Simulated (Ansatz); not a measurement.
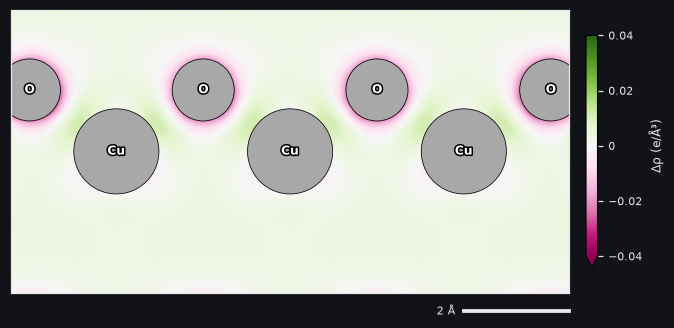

CuO. Difference of the valence pseudo-densities of two functionals at the same geometry, on the (011̄) plane of the calculation cell: one of BLYP and LDA less the other.

Both computed with Ansatz (plane waves, PAW), on the same k-point mesh. Grey discs cover the atomic cores.

Which was subtracted from which, and what does the map show?

It is LDA less BLYP. Against BLYP, LDA gives more density around Cu (+0.005 e/Å³ on average at 1.0 Å from the nucleus), less density around O (−0.007 e/Å³ on average at 0.7 Å from the nucleus), more density in the space between the atoms (+0.003 e/Å³ on average) and a change of +0.011 e/Å³ at the midpoint of Cu–O.
